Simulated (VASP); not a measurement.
Single-point calculation, with input and output: Al15N16 (part 2 of 4)

Al15N16 (defect cell, 31 atoms in the cell); Kohn-Sham DFT of a periodic cell, PBEsol, VASP PAW PBE potentials, recommended, spin-polarised (VASP 6.6.1); cutoff 450 eV, 3×3×2 k-mesh, Gaussian smearing of 0.03 eV, collinear spins. The structure derives from an entry of the Crystallography Open Database.

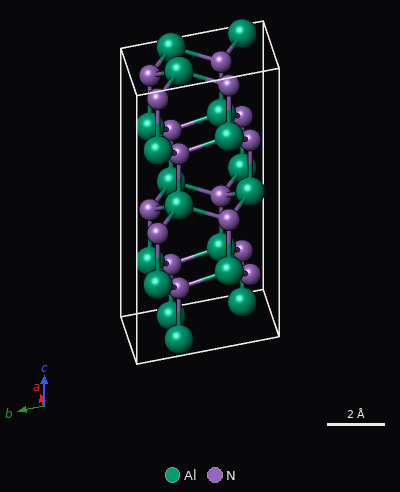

The structure (ball-and-stick view of the cell of the calculation, seen at an oblique angle). An atom can appear more than once, as a periodic image.

Parts of OUTCAR, continued:
```
 k-point     1 :       0.0000    0.0000    0.0000
  band No.  band energies     occupation
      1      -9.6667      1.00000
      2      -8.7957      1.00000
      3      -8.6263      1.00000
      4      -7.7603      1.00000
      5      -7.7603      1.00000
      6      -7.6657      1.00000
      7      -7.4845      1.00000
      8      -7.3798      1.00000
      9      -7.3798      1.00000
     10      -7.2882      1.00000
     11      -7.2098      1.00000
     12      -7.2098      1.00000
     13      -7.1769      1.00000
     14      -6.9718      1.00000
     15      -6.8572      1.00000
     16      -6.8572      1.00000
     17      -0.4256      1.00000
     18      -0.2435      1.00000
     19      -0.2060      1.00000
     20      -0.2060      1.00000
     21      -0.1212      1.00000
     22      -0.1039      1.00000
     23      -0.1039      1.00000
     24       0.2927      1.00000
     25       0.2927      1.00000
     26       0.6420      1.00000
     27       1.3943      1.00000
     28       1.3943      1.00000
     29       1.9804      1.00000
     30       2.1386      1.00000
     31       2.1400      1.00000
     32       2.1400      1.00000
     33       2.2291      1.00000
     34       2.7190      1.00000
     35       3.3402      1.00000
     36       3.3934      1.00000
     37       3.3934      1.00000
     38       3.7125      1.00000
     39       3.7125      1.00000
     40       3.8282      1.00000
     41       3.9520      1.00000
     42       4.0083      1.00000
     43       4.0083      1.00000
     44       4.0727      1.00000
     45       4.0764      1.00000
     46       4.0764      1.00000
     47       4.1626      1.00000
     48       4.1626      1.00000
     49       4.2176      1.00000
     50       4.3346      1.00000
     51       4.3346      1.00000
     52       4.4849      1.00000
     53       4.5892      1.00000
     54       4.5892      1.00000
     55       4.7929      1.00000
     56       4.8546      1.00000
     57       4.8546      1.00000
     58       4.9162      1.00000
     59       4.9162      1.00000
     60       5.1965      1.00000
     61       5.1965      1.00000
     62       5.5288      0.99963
     63       5.7680      0.00000
     64       5.7680      0.00000
     65       9.7666      0.00000
     66      10.7183      0.00000
     67      10.7661      0.00000
     68      10.7661      0.00000
     69      10.8115      0.00000
     70      10.8169      0.00000
     71      10.8169      0.00000
     72      11.2390      0.00000
     73      11.2911      0.00000
     74      11.2911      0.00000

 k-point     2 :       0.3333    0.0000    0.0000
  band No.  band energies     occupation
      1      -9.3241      1.00000
      2      -8.5275      1.00000
      3      -8.4224      1.00000
      4      -8.3296      1.00000
      5      -7.8371      1.00000
      6      -7.8256      1.00000
      7      -7.7131      1.00000
      8      -7.6390      1.00000
      9      -7.3882      1.00000
     10      -7.3429      1.00000
     11      -7.3079      1.00000
     12      -7.2279      1.00000
     13      -7.1584      1.00000
     14      -6.9113      1.00000
     15      -6.8714      1.00000
     16      -6.8154      1.00000
     17      -0.0247      1.00000
     18       0.2448      1.00000
     19       0.2554      1.00000
     20       0.3326      1.00000
     21       0.3506      1.00000
     22       0.6706      1.00000
     23       0.7020      1.00000
     24       0.7199      1.00000
     25       0.8860      1.00000
     26       1.1711      1.00000
     27       1.2964      1.00000
     28       1.5983      1.00000
     29       1.9041      1.00000
     30       1.9782      1.00000
     31       2.0253      1.00000
     32       2.0683      1.00000
     33       2.2338      1.00000
     34       2.4844      1.00000
     35       2.6057      1.00000
     36       2.8052      1.00000
     37       2.8472      1.00000
     38       2.9008      1.00000
     39       3.0902      1.00000
     40       3.1127      1.00000
     41       3.4407      1.00000
     42       3.6226      1.00000
     43       3.9129      1.00000
     44       3.9423      1.00000
     45       3.9587      1.00000
     46       3.9992      1.00000
     47       4.0737      1.00000
     48       4.0928      1.00000
     49       4.1348      1.00000
     50       4.1540      1.00000
     51       4.2447      1.00000
     52       4.2580      1.00000
     53       4.3651      1.00000
     54       4.4828      1.00000
     55       4.4830      1.00000
     56       4.5491      1.00000
     57       4.5861      1.00000
     58       4.6691      1.00000
     59       4.6914      1.00000
     60       4.8418      1.00000
     61       5.1168      1.00000
     62       5.1816      1.00000
     63       5.3700      1.00000
     64       5.6899      0.00001
     65      10.9889      0.00000
     66      11.1982      0.00000
     67      11.2584      0.00000
     68      11.3411      0.00000
     69      11.4048      0.00000
     70      11.6906      0.00000
     71      11.7421      0.00000
     72      11.8554      0.00000
     73      11.9963      0.00000
     74      12.0790      0.00000

 k-point     3 :       0.3333    0.3333    0.0000
  band No.  band energies     occupation
      1      -8.7501      1.00000
      2      -8.7001      1.00000
      3      -8.6699      1.00000
      4      -8.0292      1.00000
      5      -7.9685      1.00000
      6      -7.9553      1.00000
      7      -7.9098      1.00000
      8      -7.8903      1.00000
      9      -7.6681      1.00000
     10      -7.3127      1.00000
     11      -7.1902      1.00000
     12      -7.0654      1.00000
     13      -7.0237      1.00000
     14      -6.9966      1.00000
     15      -6.8886      1.00000
     16      -6.8833      1.00000
     17       0.6014      1.00000
     18       0.6206      1.00000
     19       0.6911      1.00000
     20       0.6929      1.00000
     21       0.7077      1.00000
     22       0.8899      1.00000
     23       1.2500      1.00000
     24       1.2896      1.00000
     25       1.3171      1.00000
     26       1.3174      1.00000
     27       1.3241      1.00000
     28       1.4817      1.00000
     29       1.6113      1.00000
     30       1.7407      1.00000
     31       1.8572      1.00000
     32       1.8609      1.00000
     33       2.1159      1.00000
     34       2.1224      1.00000
     35       2.1500      1.00000
     36       2.2308      1.00000
     37       2.4284      1.00000
     38       2.9046      1.00000
     39       3.1343      1.00000
     40       3.2224      1.00000
     41       3.2727      1.00000
     42       3.5996      1.00000
     43       3.6204      1.00000
     44       3.6516      1.00000
     45       3.6589      1.00000
     46       3.6875      1.00000
     47       3.7446      1.00000
     48       3.9014      1.00000
     49       3.9558      1.00000
     50       3.9830      1.00000
     51       4.2175      1.00000
     52       4.2422      1.00000
     53       4.3485      1.00000
     54       4.3944      1.00000
     55       4.4018      1.00000
     56       4.5029      1.00000
     57       4.6482      1.00000
     58       4.6556      1.00000
     59       4.6920      1.00000
     60       4.9107      1.00000
     61       4.9163      1.00000
     62       4.9956      1.00000
     63       5.2001      1.00000
     64       5.4434      1.00000
     65      10.6473      0.00000
     66      12.0266      0.00000
     67      12.0749      0.00000
     68      12.1024      0.00000
     69      12.1682      0.00000
     70      12.1842      0.00000
     71      12.2217      0.00000
     72      12.3906      0.00000
     73      12.5107      0.00000
     74      12.6345      0.00000

 k-point     4 :       0.0000    0.0000    0.5000
  band No.  band energies     occupation
      1      -9.5594      1.00000
      2      -9.2205      1.00000
      3      -7.9870      1.00000
      4      -7.8334      1.00000
      5      -7.7261      1.00000
      6      -7.7261      1.00000
      7      -7.6313      1.00000
      8      -7.4823      1.00000
      9      -7.4823      1.00000
     10      -7.3663      1.00000
     11      -7.1239      1.00000
     12      -7.1239      1.00000
     13      -7.0918      1.00000
     14      -7.0047      1.00000
     15      -6.8734      1.00000
     16      -6.8734      1.00000
     17      -0.3382      1.00000
     18      -0.3002      1.00000
     19      -0.3002      1.00000
     20      -0.0731      1.00000
     21      -0.0731      1.00000
     22       0.0534      1.00000
     23       0.1927      1.00000
     24       0.5016      1.00000
     25       0.6131      1.00000
     26       0.6938      1.00000
     27       0.6938      1.00000
     28       0.7938      1.00000
     29       0.7938      1.00000
     30       1.8326      1.00000
     31       2.8311      1.00000
     32       2.8311      1.00000
     33       2.9907      1.00000
     34       3.0021      1.00000
     35       3.0021      1.00000
     36       3.3865      1.00000
     37       3.4192      1.00000
     38       3.4487      1.00000
     39       3.4487      1.00000
     40       3.6591      1.00000
     41       3.8173      1.00000
     42       3.8173      1.00000
     43       4.2213      1.00000
     44       4.2213      1.00000
     45       4.2809      1.00000
     46       4.3090      1.00000
     47       4.3796      1.00000
     48       4.3796      1.00000
     49       4.4262      1.00000
     50       4.4532      1.00000
     51       4.5242      1.00000
     52       4.5242      1.00000
     53       4.5985      1.00000
     54       4.5985      1.00000
     55       4.6252      1.00000
     56       4.6350      1.00000
     57       4.7118      1.00000
     58       4.7118      1.00000
     59       4.9864      1.00000
     60       4.9864      1.00000
     61       5.1715      1.00000
     62       5.1715      1.00000
     63       5.7670      0.00000
     64       5.7670      0.00000
     65      10.4390      0.00000
     66      10.4762      0.00000
     67      10.4762      0.00000
     68      10.5233      0.00000
     69      10.6920      0.00000
     70      10.7996      0.00000
     71      10.7996      0.00000
     72      10.9344      0.00000
     73      11.2324      0.00000
     74      11.2652      0.00000

 k-point     5 :       0.3333    0.0000    0.5000
  band No.  band energies     occupation
      1      -9.2219      1.00000
      2      -8.9031      1.00000
      3      -8.3604      1.00000
      4      -8.0814      1.00000
      5      -7.7853      1.00000
      6      -7.7733      1.00000
      7      -7.7066      1.00000
      8      -7.6229      1.00000
      9      -7.5241      1.00000
     10      -7.4134      1.00000
     11      -7.2711      1.00000
     12      -7.1189      1.00000
     13      -7.0965      1.00000
     14      -7.0111      1.00000
     15      -6.9136      1.00000
     16      -6.8501      1.00000
     17       0.1740      1.00000
     18       0.2086      1.00000
     19       0.3809      1.00000
     20       0.4197      1.00000
     21       0.4526      1.00000
     22       0.4764      1.00000
     23       0.6014      1.00000
     24       0.7919      1.00000
     25       0.9194      1.00000
     26       0.9771      1.00000
     27       1.0703      1.00000
     28       1.4159      1.00000
     29       1.4809      1.00000
     30       1.9360      1.00000
     31       2.3203      1.00000
     32       2.3573      1.00000
     33       2.4963      1.00000
     34       2.5053      1.00000
     35       2.6112      1.00000
     36       2.8211      1.00000
     37       3.1489      1.00000
     38       3.2169      1.00000
     39       3.2669      1.00000
     40       3.3172      1.00000
     41       3.4107      1.00000
     42       3.5023      1.00000
     43       3.5667      1.00000
     44       3.6070      1.00000
     45       3.6750      1.00000
     46       3.6755      1.00000
     47       3.7585      1.00000
     48       3.7827      1.00000
     49       4.0362      1.00000
     50       4.2367      1.00000
     51       4.3206      1.00000
     52       4.4621      1.00000
     53       4.5376      1.00000
     54       4.6078      1.00000
     55       4.6482      1.00000
     56       4.6625      1.00000
     57       4.7178      1.00000
     58       4.7886      1.00000
     59       4.8372      1.00000
     60       4.9058      1.00000
     61       5.0050      1.00000
     62       5.0392      1.00000
     63       5.2980      1.00000
     64       5.6828      0.00005
     65      11.1252      0.00000
     66      11.1520      0.00000
     67      11.2019      0.00000
     68      11.2094      0.00000
     69      11.2920      0.00000
     70      11.4866      0.00000
     71      11.6283      0.00000
     72      11.6744      0.00000
     73      12.0588      0.00000
     74      12.4200      0.00000

 k-point     6 :       0.3333    0.3333    0.5000
  band No.  band energies     occupation
      1      -8.6438      1.00000
      2      -8.6279      1.00000
      3      -8.5905      1.00000
      4      -8.4048      1.00000
      5      -8.3637      1.00000
      6      -8.1498      1.00000
      7      -7.4301      1.00000
      8      -7.4078      1.00000
      9      -7.3859      1.00000
     10      -7.2987      1.00000
     11      -7.2391      1.00000
     12      -7.2062      1.00000
     13      -7.1864      1.00000
     14      -7.1482      1.00000
     15      -6.9417      1.00000
     16      -6.8893      1.00000
     17       0.7086      1.00000
     18       0.7301      1.00000
     19       0.7761      1.00000
     20       0.8065      1.00000
     21       0.8293      1.00000
     22       0.8401      1.00000
     23       0.8913      1.00000
     24       0.9373      1.00000
     25       1.0923      1.00000
     26       1.2310      1.00000
     27       1.2358      1.00000
     28       1.4912      1.00000
     29       1.8164      1.00000
     30       1.8292      1.00000
     31       1.8327      1.00000
     32       2.1210      1.00000
     33       2.1304      1.00000
     34       2.3130      1.00000
     35       2.4894      1.00000
     36       2.6821      1.00000
     37       2.6869      1.00000
     38       2.7633      1.00000
     39       2.8461      1.00000
     40       2.9416      1.00000
     41       3.2217      1.00000
     42       3.2944      1.00000
     43       3.4430      1.00000
     44       3.4856      1.00000
     45       3.5473      1.00000
     46       3.6721      1.00000
     47       3.7745      1.00000
     48       3.8043      1.00000
     49       3.8941      1.00000
     50       4.1364      1.00000
     51       4.1921      1.00000
     52       4.2340      1.00000
     53       4.2855      1.00000
     54       4.2952      1.00000
     55       4.3165      1.00000
     56       4.5017      1.00000
     57       4.5543      1.00000
     58       4.8531      1.00000
     59       4.9192      1.00000
     60       4.9753      1.00000
     61       4.9815      1.00000
     62       5.0448      1.00000
     63       5.3217      1.00000
     64       5.4521      1.00000
     65      11.2039      0.00000
     66      11.7003      0.00000
     67      11.9458      0.00000
     68      11.9487      0.00000
     69      11.9960      0.00000
     70      12.1407      0.00000
     71      12.1601      0.00000
     72      12.2756      0.00000
     73      12.6209      0.00000
     74      12.6273      0.00000
 Fermi energy:         5.6003357402

 spin component 2

 k-point     1 :       0.0000    0.0000    0.0000
  band No.  band energies     occupation
      1      -9.6210      1.00000
      2      -8.7299      1.00000
      3      -8.5581      1.00000
      4      -7.7227      1.00000
      5      -7.7227      1.00000
      6      -7.5996      1.00000
      7      -7.3892      1.00000
      8      -7.3455      1.00000
      9      -7.3455      1.00000
     10      -7.2162      1.00000
     11      -7.1668      1.00000
     12      -7.1668      1.00000
     13      -7.0026      1.00000
     14      -6.7346      1.00000
     15      -6.7346      1.00000
     16      -6.5479      1.00000
     17      -0.3878      1.00000
     18      -0.2116      1.00000
     19      -0.1956      1.00000
     20      -0.1956      1.00000
     21      -0.0954      1.00000
     22      -0.0778      1.00000
     23      -0.0778      1.00000
     24       0.3430      1.00000
     25       0.3430      1.00000
     26       0.6877      1.00000
     27       1.4341      1.00000
     28       1.4341      1.00000
     29       2.0624      1.00000
     30       2.1790      1.00000
     31       2.1790      1.00000
     32       2.2008      1.00000
     33       2.2904      1.00000
     34       2.9688      1.00000
     35       3.3592      1.00000
     36       3.4329      1.00000
     37       3.4329      1.00000
     38       3.7483      1.00000
     39       3.7483      1.00000
     40       3.9317      1.00000
     41       3.9823      1.00000
     42       4.0684      1.00000
     43       4.0684      1.00000
     44       4.0921      1.00000
     45       4.1493      1.00000
     46       4.1493      1.00000
     47       4.1936      1.00000
     48       4.1936      1.00000
     49       4.2801      1.00000
     50       4.3960      1.00000
     51       4.3960      1.00000
     52       4.6295      1.00000
     53       4.6295      1.00000
     54       4.8225      1.00000
     55       4.8925      1.00000
     56       4.8925      1.00000
     57       4.9948      1.00000
     58       4.9948      1.00000
     59       5.1877      1.00000
     60       5.2736      1.00000
     61       5.2736      1.00000
     62       6.1005      0.00000
     63       6.1018      0.00000
     64       6.1018      0.00000
     65       9.8044      0.00000
     66      10.7718      0.00000
     67      10.7718      0.00000
     68      10.7817      0.00000
     69      10.8341      0.00000
     70      10.8341      0.00000
     71      10.8676      0.00000
     72      11.2884      0.00000
     73      11.3040      0.00000
     74      11.3040      0.00000
```
